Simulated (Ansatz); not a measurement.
**Run report: Si$_{7}$O$_{16}$, geometry relaxation (part 1 of 2)**

System: Si$_{7}$O$_{16}$ (defect cell, 23 atoms in the cell).
Method: DFT PBE, scalar-relativistic, plane waves, PAW, spin-polarised (Ansatz 0.2.0).

The structure derives from a Materials Project entry. It belongs to a series of runs on one base structure; here: Si vacancy (site a), charge +0, atoms relaxed at the host's cell, started again with a moment of 2 μB. Figures and captions count atoms from 1; the log counts them from 0 in places.

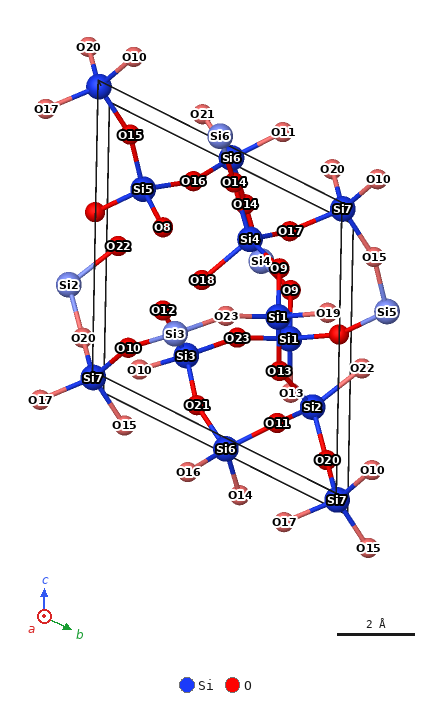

**Figure 1.** The structure as given in the input (ball-and-stick view of the cell of the calculation, seen at an oblique angle; neighbours outside the cell are drawn fainter; atoms are numbered from 1 in the order of the input). An atom can appear more than once, as a periodic image. Near neighbours in the periodic cell (some may lie outside the picture): Si has 4 O at 1.62 to 1.68 Å; O has 1 Si at 1.67 to 1.68 Å; O has 2 Si at 1.62 to 1.65 Å.

## Input
```yaml
crystal:
  lattice:
    - [-5.0832710556, -5.0832710556, 0.0]
    - [-5.0832710556, 5.0832710556, 0.0]
    - [5.0832710556, 0.0, -7.0988987737]
  atoms:
    - { symbol: Si, position: [0.0163332233, 0.7506173586, 0.5003895384] }
    - { symbol: Si, position: [0.6178246473, 0.878842445, 0.2743529049] }
    - { symbol: Si, position: [0.1389012426, 0.3392826294, 0.2605023949] }
    - { symbol: Si, position: [0.8439164992, 0.6222044087, 0.7263573236] }
    - { symbol: Si, position: [0.3782316649, 0.1621962024, 0.7401259611] }
    - { symbol: Si, position: [0.2224682248, 0.5109528417, 1.0055669066] }
    - { symbol: Si, position: [0.7171855254, 0.990484852, 0.9950169188] }
    - { symbol: O, position: [0.4836540128, 0.2506502362, 0.6382432662], spin: 0.5 }
    - { symbol: O, position: [-0.0253850152, 0.7501192017, 0.6705418824] }
    - { symbol: O, position: [0.9458286306, 0.140583443, 0.143257599] }
    - { symbol: O, position: [0.3913532509, 0.7253688762, 0.1722285961] }
    - { symbol: O, position: [0.3454262028, 0.2499542792, 0.3624166182], spin: 0.5 }
    - { symbol: O, position: [0.8033849675, 0.7501553313, 0.3306115752] }
    - { symbol: O, position: [0.0060759765, 0.5601307779, 0.8833459739] }
    - { symbol: O, position: [0.5647267785, 0.1134551648, 0.8931933597] }
    - { symbol: O, position: [0.3031839579, 0.3618786717, 0.8571151013] }
    - { symbol: O, position: [0.7199098356, 0.7766058085, 0.8282114126] }
    - { symbol: O, position: [0.6946387805, 0.4223028114, 0.5134168624], spin: 0.5 }
    - { symbol: O, position: [0.190004563, 0.9595326841, 0.5898692343] }
    - { symbol: O, position: [0.6242541642, 0.9403156132, 0.1175186193] }
    - { symbol: O, position: [0.1734591098, 0.3872024401, 0.1074975505] }
    - { symbol: O, position: [0.6818943832, 0.0794446771, 0.4870884501], spin: 0.5 }
    - { symbol: O, position: [0.1014762523, 0.5426977491, 0.4104699438] }
  host:
    lattice:
      - [5.0832710556, 0.0, 0.0]
      - [0.0, 5.0832710556, 0.0]
      - [0.0, 0.0, 7.0988987737]
    atoms:
      - { symbol: Si, position: [0.7060628818, 0.7060628818, 0.5] }
      - { symbol: Si, position: [0.7939371182, 0.2060628818, 0.75] }
      - { symbol: Si, position: [0.2060628818, 0.7939371182, 0.25] }
      - { symbol: Si, position: [0.2939371182, 0.2939371182, 0.0] }
      - { symbol: O, position: [0.9063931383, 0.7588500267, 0.3257041566] }
      - { symbol: O, position: [0.0936068617, 0.2411499733, 0.8257041566] }
      - { symbol: O, position: [0.7588500267, 0.9063931383, 0.6742958434] }
      - { symbol: O, position: [0.2588500267, 0.5936068617, 0.0757041566] }
      - { symbol: O, position: [0.2411499733, 0.0936068617, 0.1742958434] }
      - { symbol: O, position: [0.4063931383, 0.7411499733, 0.4242958434] }
      - { symbol: O, position: [0.5936068617, 0.2588500267, 0.9242958434] }
      - { symbol: O, position: [0.7411499733, 0.4063931383, 0.5757041566] }
basis:
  ecutwfc: 420
  xc_grid: 2
kpoints:
  mp_grid: { grid: [2, 2, 2], shift: [0.0, 0.0, 0.0] }
hamiltonian:
  xc: pbe
scf:
  occupations: { method: gaussian, width: 0.01 }
output:
  forces: true
  stress: false
  eigenvalues: true
  populations: true
  charged_corrections:
    defect_position: [0.54393712, 0.25, 0.5]
    epsilon: [[4.1123, 0.0, 0.0], [0.0, 4.1123, 0.0], [0.0, 0.0, 3.9219]]
  write_density: true
  write_potential: true
  elf: true
  volumetric_format: npy
magnetization:
  spin_polarized: true
relax:
  adjacent_minimum: "off"
  f_tol: 0.025
  max_steps: 45
```

Hardware: 4 threads of Intel Xeon @ 2.50GHz (Skylake/Cascade Lake), 189 GiB of memory available, shared host.

Launched with:
```bash
ansatz run input.yaml --threads 4 --pin off --max-ram 10240MiB --backend cpu --events-out ev --progress --plain --runs-dir out
```

## What the program printed
```
Engine: ansatz 0.2.0, x86_64-unknown-linux-gnu
Pseudopotentials: kind: paw
Pseudopotential: Si, paw, valence charge 4, recommended cutoff 420 eV (normal), Si.paw.azcp
Pseudopotential: O, paw, valence charge 6, recommended cutoff 420 eV (normal), O.paw.azcp
Functional definition: PBE
  parameter kappa = 0.804
  parameter beta = 0.06672455060314922
  exchange = pbe_x(kappa = kappa, mu = beta*pi^2/3)
  correlation = pbe_c(beta = beta)
Crystal: 23 atoms, lattice volume = 366.866 Å³
Basis set: ecut = 420 eV, 7143 PW (Γ), exchange–correlation on 100×100×120 points (8 copies of the dense FFT grid, shifted against one another)
Bands: 86, of which v1, the nominal top of the filled ones, is band 62 counted from 1 (61 counted from 0)
Symmetry: 1 space group operations
Space group: P1 (ITA 1), of the structure as read, at distance tolerance 7.2e-5 Å
Magnetic group: BNS 1.1 (UNI 1), of the structure as read, at distance tolerance 7.2e-5 Å
k-points: 8
Non-local potential: Si, projectors of the file, l = 0: 2, l = 1: 2, l = 2: 2
Non-local potential: O, projectors of the file, l = 0: 2, l = 1: 2, l = 2: 1
PAW form: soft (Blöchl's): semilocal exchange-correlation on the pseudo side does not see the compensation charge
PAW one-centre angular grid: Si, 110 points (default); XC on 64 Gauss nodes
PAW one-centre angular grid: O, 110 points (default); XC on 64 Gauss nodes
Initial density: superposition of atomic densities (chi_scale 0.1, normalization cell, long waves kept (reshape's long-wave potential 0.25 eV rms))
Starting moments: Σ|m| = 2 μB on 4 of 23 sites
Initial wavefunctions: pseudopotential atomic-orbital guess
Functional: x = pbe(κ = 0.804, μ = 0.2195149727645171), c = pbe(β = 0.06672455060314922)
SCF iter   1: F=—  HF=-13552.701934 eV  |F-HF|=—  |Δ(HF+E_count)|=         —  Δρ=6.05e-2 (↑5.90e-2 ↓6.05e-2)  dr2=4.25e1  dr2_m=1.50e0  M=4.000 μB ∫|m|=4.015 μB  β_m=1.00  ethr=3.10e-3  ⟨swp⟩=6.0  Hψ=6069  notcnv=0  defer=71
preconditioner: auto → Resta (q_TF=auto, 2.277 Å⁻¹)  ε∞=2.7  [insulator: Δε(μ)=0.331 eV  Ē_g=16.634 eV  σ=0.010 eV  W_gap=1.00  n_scr=68 (ndim 8)  ℏωp=21.6 eV  f_vac=0.167  D(μ)=0.00/eV (n_scr^D=0)  ε∞_Penn≈2.7]
spin=Collinear: Resta preconditioning applied to the charge; magnetization (m = ρ↑ − ρ↓) channel mixes plain (no charge-response kernel on spin).
SCF iter   2: F=—  HF=-13542.749332 eV  |F-HF|=—  |Δ(HF+E_count)|=    9.95e0  Δρ=2.52e-2 (↑2.52e-2 ↓2.48e-2)  dr2=8.54e0  dr2_m=1.59e-2  M=4.000 μB ∫|m|=4.071 μB  β_m=1.00  ethr=3.10e-3  ⟨swp⟩=2.5  Hψ=2681  notcnv=0  defer=315
SCF iter   3: F=—  HF=-13541.065766 eV  |F-HF|=—  |Δ(HF+E_count)|=    1.68e0  Δρ=1.42e-2 (↑1.37e-2 ↓1.42e-2)  dr2=1.27e0  dr2_m=6.52e-3  M=4.000 μB ∫|m|=4.103 μB  β_m=0.30  ethr=3.10e-3  ⟨swp⟩=2.4  Hψ=2542  notcnv=0  defer=315
SCF iter   4: F=—  HF=-13541.112749 eV  |F-HF|=—  |Δ(HF+E_count)|=   4.70e-2  Δρ=4.89e-3 (↑3.82e-3 ↓4.89e-3)  dr2=2.66e-1  dr2_m=8.58e-3  M=4.000 μB ∫|m|=4.108 μB  β_m=0.30  ethr=1.03e-3  ⟨swp⟩=3.1  Hψ=2206  notcnv=0  defer=315
SCF iter   5: F=—  HF=-13541.136410 eV  |F-HF|=—  |Δ(HF+E_count)|=   2.37e-2  Δρ=2.38e-3 (↑2.15e-3 ↓2.38e-3)  dr2=6.02e-2  dr2_m=3.34e-3  M=4.000 μB ∫|m|=4.114 μB  β_m=0.30  ethr=2.15e-4  ⟨swp⟩=2.5  Hψ=1665  notcnv=0  defer=314
SCF iter   6: F=—  HF=-13541.166112 eV  |F-HF|=—  |Δ(HF+E_count)|=   2.97e-2  Δρ=2.37e-3 (↑1.15e-3 ↓2.37e-3)  dr2=3.83e-2  dr2_m=3.74e-3  M=4.000 μB ∫|m|=4.120 μB  β_m=0.30  ethr=4.86e-5  ⟨swp⟩=2.6  Hψ=1898  notcnv=0  defer=314
SCF iter   7: F=—  HF=-13541.183114 eV  |F-HF|=—  |Δ(HF+E_count)|=   1.70e-2  Δρ=1.35e-3 (↑9.09e-4 ↓1.35e-3)  dr2=1.03e-2  dr2_m=1.89e-3  M=4.000 μB ∫|m|=4.125 μB  β_m=0.30  ethr=3.09e-5  ⟨swp⟩=2.1  Hψ=1377  notcnv=0  defer=314
SCF iter   8: F=—  HF=-13541.192195 eV  |F-HF|=—  |Δ(HF+E_count)|=   9.08e-3  Δρ=8.81e-4 (↑7.04e-4 ↓8.81e-4)  dr2=4.00e-3  dr2_m=1.05e-3  M=4.000 μB ∫|m|=4.129 μB  β_m=0.30  ethr=8.28e-6  ⟨swp⟩=2.3  Hψ=1243  notcnv=0  defer=314
Mixer restart at iter 8: flushing history
spin-set hold released at iteration 8 (site moments contracting): the magnetisation degrees of freedom join the quasi-Newton model from the next iteration; the mixer history was flushed
SCF iter   9: F=—  HF=-13541.196461 eV  |F-HF|=—  |Δ(HF+E_count)|=   4.27e-3  Δρ=5.35e-4 (↑5.35e-4 ↓5.33e-4)  dr2=1.93e-3  dr2_m=4.19e-4  M=4.000 μB ∫|m|=4.131 μB  β_m=0.54  ethr=3.23e-6  ⟨swp⟩=2.1  Hψ=1298  notcnv=0  defer=314
SCF iter  10: F=—  HF=-13541.201389 eV  |F-HF|=—  |Δ(HF+E_count)|=   4.93e-3  Δρ=1.24e-3 (↑2.84e-4 ↓1.24e-3)  dr2=7.92e-3  dr2_m=1.21e-3  M=4.000 μB ∫|m|=4.137 μB  β_m=0.19  ethr=1.56e-6  ⟨swp⟩=2.2  Hψ=1938  notcnv=0  defer=314  recentre
SCF iter  11: F=—  HF=-13541.199877 eV  |F-HF|=—  |Δ(HF+E_count)|=   1.51e-3  Δρ=3.57e-4 (↑3.39e-4 ↓3.57e-4)  dr2=8.94e-4  dr2_m=1.93e-4  M=4.000 μB ∫|m|=4.135 μB  β_m=0.33  ethr=1.56e-6  ⟨swp⟩=2.0  Hψ=1970  notcnv=0  defer=314
SCF iter  12: F=—  HF=-13541.201741 eV  |F-HF|=—  |Δ(HF+E_count)|=   1.86e-3  Δρ=2.44e-4 (↑6.80e-5 ↓2.44e-4)  dr2=3.33e-4  dr2_m=5.24e-5  M=4.000 μB ∫|m|=4.141 μB  β_m=0.31  ethr=7.21e-7  ⟨swp⟩=2.1  Hψ=1931  notcnv=0  defer=314
SCF iter  13: F=—  HF=-13541.201760 eV  |F-HF|=—  |Δ(HF+E_count)|=   1.83e-5  Δρ=6.17e-5 (↑5.06e-5 ↓6.17e-5)  dr2=1.98e-5  dr2_m=5.76e-6  M=4.000 μB ∫|m|=4.142 μB  β_m=0.55  ethr=2.68e-7  ⟨swp⟩=1.1  Hψ=1096  notcnv=0  defer=314
SCF iter  14: F=-13541.201795 eV  HF=-13541.201798 eV  |F-HF|=2.99e-6  |Δ(HF+E_count)|=   3.79e-5  Δρ=2.90e-5 (↑9.27e-6 ↓2.90e-5)  dr2=5.69e-6  dr2_m=5.67e-7  M=4.000 μB ∫|m|=4.142 μB  ethr=1.26e-8  ⟨swp⟩=22.3  Hψ=14262  notcnv=0
SCF 1 converged in 14 iterations: F = -13541.201795 eV  dr2 = 5.69e-6
  greatest PAW one-centre occupation: 0.889 electrons in one spin orbital (limit 2), on the O atom at site 7 (counted from 0), in its partial waves of l = 0
relax step   1: F+E_penalty+E_count = -13541.20179465 eV  Δ(F+E_penalty+E_count) = +0.000e0 eV  max|allowed force component| = 2.649e-2 eV/Å  Δτ_max = 0.0000 Å  (14 SCF iters, dr2 threshold 1.56e-5 eV, accepted)
Initial density: handed on by an earlier stage of this run
Starting moments: Σ|m| = 2 μB on 4 of 23 sites; this step starts from the density that it was given
Initial wavefunctions: those handed on with the density
iter 1 solved again at ethr=4.42e-8 eV; its pass at ethr=3.10e-3 eV (dr2=5.48e-5 eV) is discarded
SCF iter   1: F=—  HF=-13541.201838 eV  |F-HF|=—  |Δ(HF+E_count)|=         —  Δρ=1.37e-4 (↑5.97e-5 ↓1.37e-4)  dr2=5.55e-5  dr2_m=2.19e-5  M=4.000 μB ∫|m|=4.142 μB  β_m=0.30  ethr=4.42e-8  ⟨swp⟩=1.0  Hψ=3296  notcnv=0  defer=258
preconditioner: auto → Resta (q_TF=auto, 2.277 Å⁻¹)  ε∞=2.9  [insulator: Δε(μ)=0.703 eV  Ē_g=15.568 eV  σ=0.010 eV  W_gap=1.00  n_scr=68 (ndim 8)  ℏωp=21.6 eV  f_vac=0.262  D(μ)=0.00/eV (n_scr^D=0)  ε∞_Penn≈2.9]
spin=Collinear: Resta preconditioning applied to the charge; magnetization (m = ρ↑ − ρ↓) channel mixes plain (no charge-response kernel on spin).
SCF iter   2: F=—  HF=-13541.201847 eV  |F-HF|=—  |Δ(HF+E_count)|=   8.92e-6  Δρ=1.27e-4 (↑4.59e-5 ↓1.27e-4)  dr2=7.38e-5  dr2_m=1.60e-5  M=4.000 μB ∫|m|=4.142 μB  β_m=0.26  ethr=4.42e-8  ⟨swp⟩=2.0  Hψ=1556  notcnv=0  defer=258
SCF iter   3: F=—  HF=-13541.201845 eV  |F-HF|=—  |Δ(HF+E_count)|=   2.25e-6  Δρ=7.32e-5 (↑3.78e-5 ↓7.32e-5)  dr2=1.05e-5  dr2_m=7.75e-6  M=4.000 μB ∫|m|=4.142 μB  β_m=0.34  ethr=4.42e-8  ⟨swp⟩=1.6  Hψ=1079  notcnv=0  defer=258
SCF iter   4: F=—  HF=-13541.201851 eV  |F-HF|=—  |Δ(HF+E_count)|=   6.75e-6  Δρ=5.48e-5 (↑1.78e-5 ↓5.48e-5)  dr2=1.32e-5  dr2_m=2.67e-6  M=4.000 μB ∫|m|=4.142 μB  β_m=0.27  ethr=8.47e-9  ⟨swp⟩=2.0  Hψ=1860  notcnv=0  defer=258
SCF iter   5: F=—  HF=-13541.201852 eV  |F-HF|=—  |Δ(HF+E_count)|=   2.24e-7  Δρ=9.98e-6 (↑4.69e-6 ↓9.98e-6)  dr2=2.99e-7  dr2_m=9.94e-8  M=4.000 μB ∫|m|=4.142 μB  β_m=0.42  ethr=8.47e-9  ⟨swp⟩=2.1  Hψ=1270  notcnv=0  defer=258
SCF iter   6: F=—  HF=-13541.201852 eV  |F-HF|=—  |Δ(HF+E_count)|=   9.46e-8  Δρ=7.72e-6 (↑2.24e-6 ↓7.72e-6)  dr2=2.68e-7  dr2_m=4.82e-8  M=4.000 μB ∫|m|=4.142 μB  β_m=0.39  ethr=8.06e-11  ⟨swp⟩=13.5  Hψ=9688  notcnv=0
SCF iter   7: F=-13541.201852 eV  HF=-13541.201852 eV  |F-HF|=4.58e-9  |Δ(HF+E_count)|=   3.69e-9  Δρ=2.21e-6 (↑1.04e-6 ↓2.21e-6)  dr2=2.57e-8  dr2_m=4.76e-9  M=4.000 μB ∫|m|=4.142 μB  ethr=8.06e-11  ⟨swp⟩=7.3  Hψ=7888  notcnv=0
SCF 2 converged in 7 iterations: F = -13541.201852 eV  dr2 = 2.57e-8
relax step   2: F+E_penalty+E_count = -13541.20185172 eV  Δ(F+E_penalty+E_count) = -5.707e-5 eV  max|allowed force component| = 1.596e-2 eV/Å  Δτ_max = 0.0014 Å  (7 SCF iters, accepted)
```

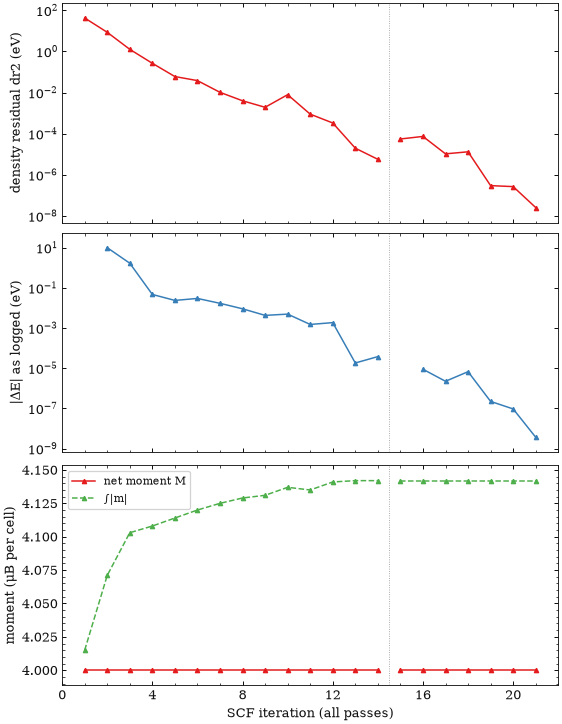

**Figure 2.** Convergence of the self-consistent field: density residual dr2, size of the energy change and magnetic moment against the SCF iteration. The dotted lines part the SCF passes of the relaxation: geometry steps, rejected trials and re-solves on a re-selected basis. The passes take 14 and 7 iterations. The net moment stays at 4.0 μB per cell.

```
SCF converged after 7 iterations
Magnetization: 4.0000 μB (64.0000 up, 60.0000 down)
Absolute magnetization: 4.1437 μB (∫|ρ↑−ρ↓|, with the PAW one-centre terms)
Spin contamination: 0.0152 ħ² per cell (⟨S²⟩ above its minimum at these occupations)
Per-site moments (μB) at R_I (Å): [(-0.0002814882928905495, 0.6720613571190499), (-0.0003667303160954138, 0.66810129656096), (0.00038228993125796973, 0.667334172939008), (-0.0003553100545820946, 0.6683245409094213), (0.00036917081410990963, 0.6672691580486199), (0.0007944405760331759, 0.6673865874288984), (0.0007669091952715773, 0.667418420407084), (0.7168506504621016, 0.6891303917966907), (0.0574397824666726, 0.6738328256824467), (0.03189450763668417, 0.6702024365136315), (0.00807004108585146, 0.672496511530813), (0.7161681833378555, 0.689104146460404), (0.05750040788642644, 0.6738484305813385), (0.013728386101377993, 0.6683245409094213), (0.030550586978887774, 0.6672691580486199), (0.031837637391620516, 0.6703311993932936), (0.008175875049195537, 0.6724969205936799), (0.6952953114336488, 0.6939620873441826), (0.007117956716323051, 0.6701674925824801), (0.013937507013942979, 0.66810129656096), (0.030440838055092675, 0.667334172939008), (0.6964983540081532, 0.694054942516129), (0.007109700270278314, 0.6700895731492327)]
Free energy (F): -13541.201852 eV
Harris-Foulkes:  -13541.201852 eV  (|F-HF|=4.58e-9)
Internal energy: -13541.201852 eV  (E = F + TS)
E sigma→0 (E₀):  -13541.201852 eV
Fermi energy:    1.074413 eV
--- Per-component energies (eV) ---
  E_band       = -800.386254
  E_kinetic    = 3132.448625
  E_local      = -9207.412957  (includes V_loc(G=0)·N_el)
  E_nonlocal   = 936.691774
  E_hartree    = 3385.077933
  E_xc         = -1565.280160
  E_vxc        = -1831.502737  (∫ρ·V_xc dr)
  E_paw        = -6128.819695  (= ΣΔE_a)
  E_vpaw       = -600.804520  (= ΣTr[D̂ρ^β])
  E_aug_tail   = 0.040360  (compensation charges beyond the density's cutoff)
  E_ewald      = -4093.947730
  E_smearing   = -0.000000  (= −TS)
  E_closure    = -0.000000  (closes the sum)
  Σ components = -13541.201852   (vs F -13541.201852, Δ=0.00e0)
--- Forces (eV/Å), atoms counted from 1 ---
  atom   1  Si    -0.00453941    -0.00098738     0.00055258
  atom   2  Si    -0.00219074     0.00884105    -0.01595663
  atom   3  Si     0.00108133    -0.00431959    -0.00925947
  atom   4  Si     0.00749156    -0.00261049     0.01404447
  atom   5  Si    -0.00310056     0.00365532     0.01447776
  atom   6  Si     0.00637986    -0.00063041     0.00308377
  atom   7  Si     0.00234812     0.00757644    -0.00344548
  atom   8  O      0.00043058    -0.00608651    -0.00477366
  atom   9  O     -0.00031909    -0.00187443    -0.00222768
  atom  10  O      0.00061456    -0.00104505     0.00487103
  atom  11  O      0.00076548     0.00006782     0.00030603
  atom  12  O     -0.00539994     0.00427927     0.00358626
  atom  13  O     -0.00282256    -0.00148238     0.00025362
  atom  14  O     -0.00422068    -0.00159781    -0.00165204
  atom  15  O     -0.00208776    -0.00288700    -0.00203050
  atom  16  O      0.00181616     0.00177139    -0.00491802
  atom  17  O     -0.00225785     0.00034582     0.00065990
  atom  18  O     -0.00259748     0.00195743    -0.00947630
  atom  19  O      0.00771875    -0.00166653    -0.00339365
  atom  20  O     -0.00399134    -0.00140891     0.00443319
  atom  21  O     -0.00143476    -0.00181052     0.00092112
  atom  22  O      0.00522905    -0.00458785     0.00966464
  atom  23  O      0.00109188     0.00444790     0.00025066
  max |Σ_I F_I| component: 5.24e-5 eV/Å
--- Band table (eV; the first three rows and the last of 16) ---
```
